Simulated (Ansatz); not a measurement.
System: Zn, space group C2/m (No. 12).

Structure:
```
CELL_PARAMETERS angstrom
2.28296 -1.31751 0.01039
2.28296 1.31751 0.01039
-1.56905 0.00000 7.66910
ATOMIC_POSITIONS crystal
Zn 0.00000 0.00000 0.00000
Zn 0.22201 0.22201 0.66548
Zn 0.77799 0.77799 0.33452
```

Computed with Ansatz 0.2.0: mode Grüneisen parameters, minus d ln(frequency) over d ln(volume), from cells at 0.98 and 1.02 times the rest volume with shape and atoms relaxed, modes matched by rank; plane waves with PAW datasets, Γ-centred k mesh. Level: PBE, no spin polarisation.

- wave cutoff: 420 eV
- k mesh: 18×18×6
- occupations: Fermi–Dirac
- smearing width: 0.15 eV
- phonon method: linear response
- q mesh: 1×1×1

Predict the mode Grüneisen parameters against frequency.

They run from 2.57 to 4.97; none is negative, so every mode shown stiffens under compression.

| at | frequency (cm⁻¹) | γ |
| --- | --- | --- |
| (0 0 0) | 53.4 | 2.58 |
| (0 0 0) | 53.5 | 2.66 |
| (0 0 0) | 55.6 | 2.57 |
| (0 0 0) | 56.1 | 2.85 |
| (0 0 0) | 97.6 | 4.97 |
| (0 0 0) | 104.8 | 4.38 |

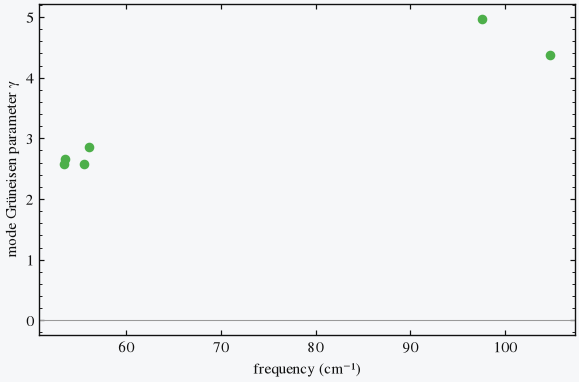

Limits of the calculation: metal sensitive to the k mesh.
